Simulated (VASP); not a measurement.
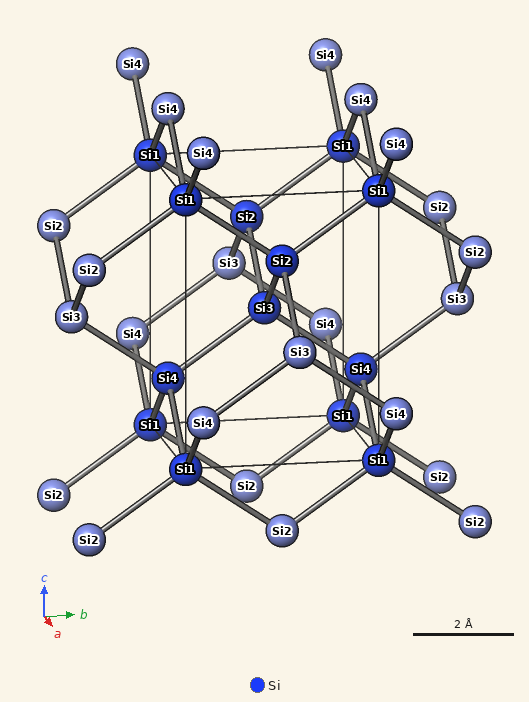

**Figure 1.** The structure (ball-and-stick view of the cell of the calculation, set on other vectors, seen slightly off an axis; neighbours outside the cell are drawn fainter; atoms are numbered from 1 in the order of the input). An atom can appear more than once, as a periodic image. Near neighbours in the periodic cell (some may lie outside the picture): Si has 4 Si at 2.36 to 2.40 Å.

## What a change does: single-point calculation on Si

System: Si (4 atoms in the cell).
Method of run 1: Kohn-Sham DFT of a periodic cell, LDA, VASP PAW LDA potentials, recommended, no spin polarisation (VASP 6.6.1).

The structure was built on a prototype by a generator; it need not be a known phase. 

INCAR, run 1:
```
SYSTEM = Si
ALGO = Fast
EDIFF = 1E-7
ENCUT = 520
GGA = CA
ISIF = 2
ISMEAR = 0
LASPH = .TRUE.
LCHARG = .FALSE.
LREAL = .FALSE.
LWAVE = .FALSE.
NBANDS = 16
NELM = 100
PREC = Accurate
SIGMA = 0.01
```

KPOINTS, run 1:
```
k-points
0
G
  10 6 10
  0 0 0
```

POSCAR, run 1:
```
Si
1.0
    3.9554811151      0.0000000000      0.0000000000
    0.0000000000      5.5938950236      0.0000000000
    0.0000000000      0.0000000000      3.7592393275
Si
4
Direct
    0.0000000000      0.0027907416      0.0000000000
    0.5000000000      0.2472092584      0.0000000000
    0.5000000000      0.5027907416      0.5000000000
    0.0000000000      0.7472092584      0.5000000000
```

Launched with:
```bash
cat potpaw_LDA.64/Si/POTCAR > POTCAR
mpirun -np 1 vasp_std > vasp.out
```

Hardware: 1 thread of Intel Xeon (Granite Rapids), 144 GiB of memory available, shared host.

OSZICAR and lines of OUTCAR (run 1):
```
N       E                     dE             d eps       ncg     rms          rms(c)
DAV:   1     0.223679294804E+02    0.22368E+02   -0.58081E+03  4608   0.793E+02
DAV:   2    -0.223006752488E+02   -0.44669E+02   -0.40261E+02  6288   0.117E+02
DAV:   3    -0.241749079199E+02   -0.18742E+01   -0.18604E+01  6192   0.225E+01
DAV:   4    -0.241976229776E+02   -0.22715E-01   -0.22710E-01  5800   0.324E+00
DAV:   5    -0.241980503679E+02   -0.42739E-03   -0.42734E-03  6240   0.418E-01    0.674E+00
RMM:   6    -0.238658835005E+02    0.33217E+00   -0.13088E-01  4627   0.150E+00    0.403E+00
RMM:   7    -0.237127258460E+02    0.15316E+00   -0.29462E-01  5068   0.232E+00    0.269E-01
RMM:   8    -0.237134670229E+02   -0.74118E-03   -0.21287E-02  4871   0.823E-01    0.124E-01
RMM:   9    -0.237137485394E+02   -0.28152E-03   -0.53947E-03  5359   0.395E-01    0.122E-01
RMM:  10    -0.237138464017E+02   -0.97862E-04   -0.10431E-03  5414   0.206E-01    0.116E-01
RMM:  11    -0.237141427542E+02   -0.29635E-03   -0.66059E-04  5028   0.139E-01    0.350E-01
RMM:  12    -0.237138535814E+02    0.28917E-03   -0.47700E-04  4845   0.104E-01    0.275E-02
RMM:  13    -0.237138563877E+02   -0.28063E-05   -0.36014E-05  5216   0.400E-02    0.158E-02
RMM:  14    -0.237138569343E+02   -0.54657E-06   -0.56005E-06  5597   0.167E-02    0.137E-02
RMM:  15    -0.237138552560E+02    0.16782E-05   -0.26401E-06  5135   0.970E-03    0.169E-02
RMM:  16    -0.237138544023E+02    0.85374E-06   -0.15577E-06  5086   0.635E-03    0.216E-02
RMM:  17    -0.237138544255E+02   -0.23195E-07   -0.40200E-07  5151   0.354E-03
   1 F= -.23713854E+02 E0= -.23713854E+02  d E =-.513969E-30
[... from OUTCAR:]
  free energy    TOTEN  =       -23.71385443 eV
  energy without entropy =      -23.71385443  energy(sigma->0) =      -23.71385443
 E-fermi :   5.7579     XC(G=0):  -9.4653     alpha+bet :-11.6378
  free  energy   TOTEN  =       -23.7138544255 eV
  energy  without entropy=      -23.7138544255  energy(sigma->0) =      -23.71385443
```

For run 2 the input was changed thus:
```diff
+EDIFF = 1E-6
-EDIFF = 1E-7
-GGA = CA
-k-points
+regular mesh
-    0.0000000000      0.0000000000      3.7592393275
+    0.0000000000      0.0000000000      3.7139366938
-    0.0000000000      0.0027907416      0.0000000000
-    0.5000000000      0.2472092584      0.0000000000
-    0.5000000000      0.5027907416      0.5000000000
-    0.0000000000      0.7472092584      0.5000000000
+    0.0000000000      0.0000000000      0.0000000000
+    0.5000000000      0.2500000000      0.0000000000
+    0.5000000000      0.5000000000      0.4999921000
+    0.0000000000      0.7500000000      0.4999921000
```

Predict how the results change.

The total energies belong to different methods, so their difference says nothing on which is more stable or more accurate. The gap on the mesh goes from 0.16 to 0.25 eV. The pressure goes from −4.58 to −3.38 GPa. The largest force goes from 0.001 to 0.504 eV/Å. The volume per atom goes from 20.79 to 20.54 Å³. The SCF takes 14 iterations against 17. The plane waves at Γ go from 2276.0 to 2244.0.

OSZICAR and lines of OUTCAR (run 2):
```
N       E                     dE             d eps       ncg     rms          rms(c)
DAV:   1     0.219446420310E+02    0.21945E+02   -0.57869E+03  4608   0.793E+02
DAV:   2    -0.223216193983E+02   -0.44266E+02   -0.39987E+02  6368   0.119E+02
DAV:   3    -0.241739877841E+02   -0.18524E+01   -0.18385E+01  6208   0.225E+01
DAV:   4    -0.241965058299E+02   -0.22518E-01   -0.22513E-01  5720   0.323E+00
DAV:   5    -0.241969223224E+02   -0.41649E-03   -0.41646E-03  6288   0.414E-01    0.688E+00
RMM:   6    -0.238443086173E+02    0.35261E+00   -0.14555E-01  4626   0.158E+00    0.412E+00
RMM:   7    -0.236856516956E+02    0.15866E+00   -0.32376E-01  5071   0.242E+00    0.296E-01
RMM:   8    -0.236861632481E+02   -0.51155E-03   -0.23624E-02  4857   0.876E-01    0.130E-01
RMM:   9    -0.236864174011E+02   -0.25415E-03   -0.60607E-03  5347   0.420E-01    0.124E-01
RMM:  10    -0.236865307194E+02   -0.11332E-03   -0.11922E-03  5443   0.220E-01    0.132E-01
RMM:  11    -0.236865683925E+02   -0.37673E-04   -0.50548E-04  4949   0.131E-01    0.417E-01
RMM:  12    -0.236865207578E+02    0.47635E-04   -0.43382E-04  4915   0.103E-01    0.618E-02
RMM:  13    -0.236865208437E+02   -0.85958E-07   -0.35826E-05  5481   0.400E-02    0.467E-02
RMM:  14    -0.236865213369E+02   -0.49314E-06   -0.79568E-06  5471   0.186E-02
   1 F= -.23686521E+02 E0= -.23686521E+02  d E =-.396084E-26
[... from OUTCAR:]
  free energy    TOTEN  =       -23.68652134 eV
  energy without entropy =      -23.68652134  energy(sigma->0) =      -23.68652134
 E-fermi :   5.7658     XC(G=0):  -9.5080     alpha+bet :-11.7798
  free  energy   TOTEN  =       -23.6865213369 eV
  energy  without entropy=      -23.6865213369  energy(sigma->0) =      -23.68652134
```

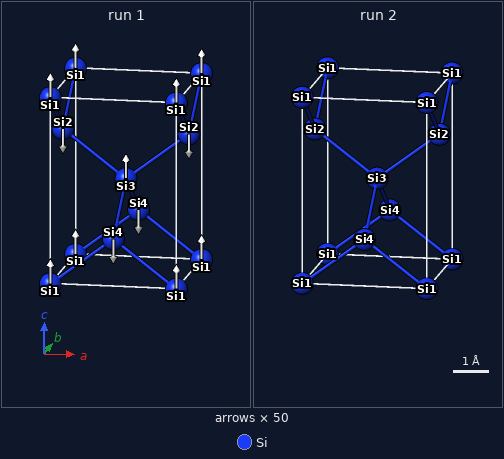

**Figure 2.** The two input geometries at one scale (ball-and-stick view of the cell of the calculation, set on other vectors, seen slightly off an axis). The white arrows on the first give the shifts of the atoms relative to the cell, with their mean removed, magnified 50 times. The largest moves relative to the cell, 0.016 Å, are those of Si1, Si2, Si3 and Si4. (The mean shift of all atoms is removed.) Cell: a 3.759 → 3.714 Å (−1.2 %), b stays at 3.955 Å, c stays at 5.594 Å. Volume −1.2 %. Among the contacts that change: Si1–Si4 2.362 → 2.325 Å, Si1–Si2 2.404 → 2.422 Å.

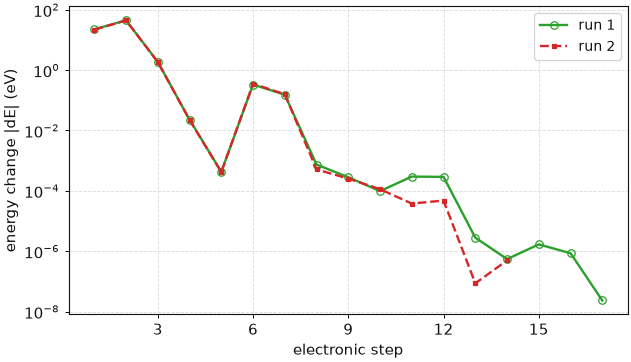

**Figure 3.** Convergence of the two runs: energy change |dE| against the electronic step. Run 1 takes 17 steps in all, and run 2 takes 14.

The two runs side by side:

| quantity | run 1 | run 2 |
| --- | --- | --- |
| outcome | converged | converged |
| free energy per atom (eV) | −5.9285 | −5.9216 |
| gap on the mesh (eV) | 0.16 | 0.25 |
| pressure (GPa) | −4.58 | −3.38 |
| volume per atom (Å³) | 20.79 | 20.54 |
| largest force (eV/Å) | 0.001 | 0.504 |
| SCF iterations | 17 | 14 |
| irreducible k-points | 144 | 144 |
| plane waves at Γ | 2276 | 2244 |

For both runs: Points of doubt noted for this run: lda forms differ.
